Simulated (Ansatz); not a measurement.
**Single-point calculation of MoSe₂ (part 1 of 3)**

- system: MoSe₂ (P6₃/mmc, 6 atoms in the cell)
- method: DFT PBEsol+U, non-collinear, scalar-relativistic, plane waves, PAW, Ueff = 1 eV on Mo atom 1 d; Ueff = 1 eV on Mo atom 2 d (Ansatz 0.2.0)

The structure derives from an entry of the Crystallography Open Database. It belongs to a series of runs on one base structure; here: canted directions held. Figures and captions count atoms from 1; the log counts them from 0 in places.

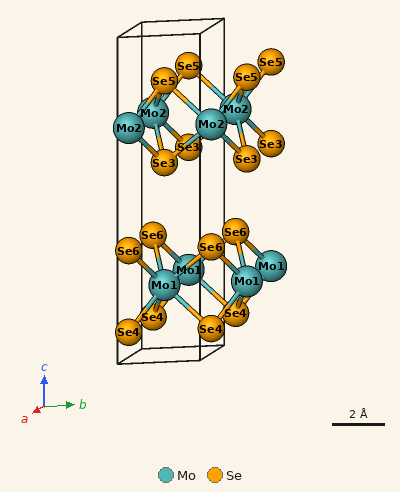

**Figure 1.** The structure as given in the input (ball-and-stick view of the cell of the calculation, repeated 2 × 2 × 1, seen slightly off an axis; atoms are numbered from 1 in the order of the input).

Input file:
```yaml
crystal:
  lattice:
    - [3.28799957, 0.0, 0.0]
    - [-1.64399979, 2.84749116, 0.0]
    - [0.0, 0.0, 12.90000092]
  atoms:
    - { symbol: Mo, position: [0.3333333333, 0.6666666667, 0.25], spin: 2.0, spin_axis: [0.0, 0.0, 1.0] }
    - { symbol: Mo, position: [0.6666666667, 0.3333333333, 0.75], spin: 2.0, spin_axis: [1.0, 0.0, 0.0] }
    - { symbol: Se, position: [0.3333333333, 0.6666666667, 0.625] }
    - { symbol: Se, position: [0.6666666667, 0.3333333333, 0.125] }
    - { symbol: Se, position: [0.3333333333, 0.6666666667, 0.875] }
    - { symbol: Se, position: [0.6666666667, 0.3333333333, 0.375] }
basis:
  ecutwfc: 420
  ecutrho_ratio: 4
kpoints:
  mp_grid: { grid: [7, 7, 2] }
hamiltonian:
  xc: pbesol
  hubbard:
    sites:
      - { site: 0, l: d, u_eff: 1.0, starting_ns: [{ occupation_matrix: s0 }] }
      - { site: 1, l: d, u_eff: 1.0, starting_ns: [{ occupation_matrix: s1 }] }
    occupation_matrices:
      s0:
        spinor_matrix:
          - [[0.97, 0.0], [0.0, 0.0], [0.0, 0.0], [0.0, 0.0], [0.0, 0.0], [0.0, 0.0], [0.0, 0.0], [0.0, 0.0], [0.0, 0.0], [0.0, 0.0]]
          - [[0.0, 0.0], [0.02, 0.0], [0.0, 0.0], [0.0, 0.0], [0.0, 0.0], [0.0, 0.0], [0.0, 0.0], [0.0, 0.0], [0.0, 0.0], [0.0, 0.0]]
          - [[0.0, 0.0], [0.0, 0.0], [0.02, 0.0], [0.0, 0.0], [0.0, 0.0], [0.0, 0.0], [0.0, 0.0], [0.0, 0.0], [0.0, 0.0], [0.0, 0.0]]
          - [[0.0, 0.0], [0.0, 0.0], [0.0, 0.0], [0.02, 0.0], [0.0, 0.0], [0.0, 0.0], [0.0, 0.0], [0.0, 0.0], [0.0, 0.0], [0.0, 0.0]]
          - [[0.0, 0.0], [0.0, 0.0], [0.0, 0.0], [0.0, 0.0], [0.97, 0.0], [0.0, 0.0], [0.0, 0.0], [0.0, 0.0], [0.0, 0.0], [0.0, 0.0]]
          - [[0.0, 0.0], [0.0, 0.0], [0.0, 0.0], [0.0, 0.0], [0.0, 0.0], [0.02, 0.0], [0.0, 0.0], [0.0, 0.0], [0.0, 0.0], [0.0, 0.0]]
          - [[0.0, 0.0], [0.0, 0.0], [0.0, 0.0], [0.0, 0.0], [0.0, 0.0], [0.0, 0.0], [0.02, 0.0], [0.0, 0.0], [0.0, 0.0], [0.0, 0.0]]
          - [[0.0, 0.0], [0.0, 0.0], [0.0, 0.0], [0.0, 0.0], [0.0, 0.0], [0.0, 0.0], [0.0, 0.0], [0.02, 0.0], [0.0, 0.0], [0.0, 0.0]]
          - [[0.0, 0.0], [0.0, 0.0], [0.0, 0.0], [0.0, 0.0], [0.0, 0.0], [0.0, 0.0], [0.0, 0.0], [0.0, 0.0], [0.02, 0.0], [0.0, 0.0]]
          - [[0.0, 0.0], [0.0, 0.0], [0.0, 0.0], [0.0, 0.0], [0.0, 0.0], [0.0, 0.0], [0.0, 0.0], [0.0, 0.0], [0.0, 0.0], [0.02, 0.0]]
      s1:
        spinor_matrix:
          - [[0.495, 0.0], [0.0, 0.0], [0.0, 0.0], [0.0, 0.0], [0.0, 0.0], [0.475, 0.0], [0.0, 0.0], [0.0, 0.0], [0.0, 0.0], [0.0, 0.0]]
          - [[0.0, 0.0], [0.02, 0.0], [0.0, 0.0], [0.0, 0.0], [0.0, 0.0], [0.0, 0.0], [0.0, 0.0], [0.0, 0.0], [0.0, 0.0], [0.0, 0.0]]
          - [[0.0, 0.0], [0.0, 0.0], [0.02, 0.0], [0.0, 0.0], [0.0, 0.0], [0.0, 0.0], [0.0, 0.0], [0.0, 0.0], [0.0, 0.0], [0.0, 0.0]]
          - [[0.0, 0.0], [0.0, 0.0], [0.0, 0.0], [0.02, 0.0], [0.0, 0.0], [0.0, 0.0], [0.0, 0.0], [0.0, 0.0], [0.0, 0.0], [0.0, 0.0]]
          - [[0.0, 0.0], [0.0, 0.0], [0.0, 0.0], [0.0, 0.0], [0.495, 0.0], [0.0, 0.0], [0.0, 0.0], [0.0, 0.0], [0.0, 0.0], [0.475, 0.0]]
          - [[0.475, 0.0], [0.0, 0.0], [0.0, 0.0], [0.0, 0.0], [0.0, 0.0], [0.495, 0.0], [0.0, 0.0], [0.0, 0.0], [0.0, 0.0], [0.0, 0.0]]
          - [[0.0, 0.0], [0.0, 0.0], [0.0, 0.0], [0.0, 0.0], [0.0, 0.0], [0.0, 0.0], [0.02, 0.0], [0.0, 0.0], [0.0, 0.0], [0.0, 0.0]]
          - [[0.0, 0.0], [0.0, 0.0], [0.0, 0.0], [0.0, 0.0], [0.0, 0.0], [0.0, 0.0], [0.0, 0.0], [0.02, 0.0], [0.0, 0.0], [0.0, 0.0]]
          - [[0.0, 0.0], [0.0, 0.0], [0.0, 0.0], [0.0, 0.0], [0.0, 0.0], [0.0, 0.0], [0.0, 0.0], [0.0, 0.0], [0.02, 0.0], [0.0, 0.0]]
          - [[0.0, 0.0], [0.0, 0.0], [0.0, 0.0], [0.0, 0.0], [0.475, 0.0], [0.0, 0.0], [0.0, 0.0], [0.0, 0.0], [0.0, 0.0], [0.495, 0.0]]
    ns_hold: { iters: 8 }
scf:
  occupations: { method: gaussian, width: 0.05 }
  lower_state_search: "off"
  max_iter: 150
output:
  forces: true
  stress: true
  eigenvalues: true
  populations: true
  hubbard: { sites: [{ site: 0, l: d }, { site: 1, l: d }] }
  write_density: true
  write_potential: true
  elf: true
  volumetric_format: npy
magnetization:
  noncollinear: true
  spin_orbit: false
  spin_locking: { lock_directions: true }
```

Run as:
```bash
ansatz run input.yaml --threads 4 --pin off --max-ram 6144MiB --backend cpu --events-out ev --progress --plain --runs-dir out
```

Log:
```
Warning: output.stress: scf.convergence.dr2_threshold = 1e-7 eV (the SCF's general default) is looser than the 6e-10 eV advised for a printed stress (1e-10 eV for each atom of the cell: 6). What an SCF threshold leaves in a stress goes as its square root, and in the free energy as the threshold itself, and one threshold admits the most on a small cell: of the crystals measured, under no hybrid functional and no lock of the moments, on runs that ended without the residual-converged pass, on stresses that held no estimate of that error, the worst erred by over 100 MPa in a component at 1e-7 eV an atom and by under 5 at 1e-10. Set scf.convergence.dr2_threshold to 6e-10 eV or tighter. The threshold is an SCF's pass mark: one that does not reach it within its budget of iterations ends unconverged, or closes short of it on a stop that the run arms, and scf.convergence.dr2_threshold's page says what that costs each kind of run
Warning: output.stress: the lock of the moments that magnetization.spin_locking holds to the close lets an SCF meet its threshold on dr2 anywhere within the lock's freeze window, and the stress can move with the moments there: no threshold on dr2 bounds that. The window is the square root of the freeze energy over magnetization.spin_locking.lambda. Set magnetization.spin_locking.freeze_energy_tol to 1e-7 of magnetization.spin_locking.lambda or tighter (1e-7 eV at magnetization.spin_locking.lambda's default), and hold the SCF's own gates tight with it: the threshold on dr2 and, on a non-collinear run, whose gate on the magnetisation can be let go, scf.convergence.magnetization_residual_energy_tol, under 2e-7 eV over the cell's volume in cubic angstroms (a run under these bars is not thereby shown to hold its stress)
Mo: projections on atomic orbitals take those of the free atom [Ar 3d10] 4s2 4p6 4d5 5s1, of charge +0.00 (hamiltonian.pseudopotentials.projection_atoms); the dataset's partial waves leave at most 6.0e-6 of an orbital's norm unspanned inside its sphere
Se: projections on atomic orbitals take those of the free atom [Ar] 3d10 4s2 4p4, of charge +0.00 (hamiltonian.pseudopotentials.projection_atoms); the dataset's partial waves leave at most 2.3e-6 of an orbital's norm unspanned inside its sphere
Engine: ansatz 0.2.0, x86_64-unknown-linux-gnu
Pseudopotentials: kind: paw
Pseudopotential: Mo, paw, valence charge 14, recommended cutoff 420 eV (normal), Mo.paw.azcp
Pseudopotential: Se, paw, valence charge 16, recommended cutoff 420 eV (normal), Se.paw.azcp
Functional definition: PBEsol
  exchange = pbesol_x
  correlation = pbesol_c
Crystal: 6 atoms, lattice volume = 120.777 Å³
Basis set: ecut = 420 eV, 2395 PW (Γ), exchange–correlation on 48×48×180 points (8 copies of the dense FFT grid, shifted against one another)
Bands: 112, of which v1, the nominal top of the filled ones, is band 92 counted from 1 (91 counted from 0)
Symmetry: 1 space group operations + 1 with time reversal
Magnetic group: BNS 5.15 (UNI 22), of the structure as read, at distance tolerance 4.9e-5 Å
k-points: 56 of 98 (time reversal used)
Non-local potential: Mo, projectors of the file, l = 0: 3, l = 1: 2, l = 2: 2, l = 3: 1
Non-local potential: Se, projectors of the file, l = 0: 2, l = 1: 2, l = 2: 3, l = 3: 1
PAW form: soft (Blöchl's): semilocal exchange-correlation on the pseudo side does not see the compensation charge
PAW frozen core: Mo, regenerated for the run's functional, and the local potential with it (the file was generated under x = pbe(κ = 0.804, μ = 0.2195149727645171), c = pbe(β = 0.06672455060314922))
PAW frozen core: Se, regenerated for the run's functional, and the local potential with it (the file was generated under x = pbe(κ = 0.804, μ = 0.2195149727645171), c = pbe(β = 0.06672455060314922))
PAW one-centre angular grid: Mo, 590 points (default); XC on 64 Gauss nodes
PAW one-centre angular grid: Se, 590 points (default); XC on 64 Gauss nodes
Initial density: superposition of atomic densities (chi_scale 0.1, normalization cell)
Starting moments: Σ|m| = 4 μB on 2 of 6 sites
Initial wavefunctions: pseudopotential atomic-orbital guess
Functional: x = pbesol(κ = 0.804, μ = 0.12345679012345678), c = pbesol(β = 0.046)
```
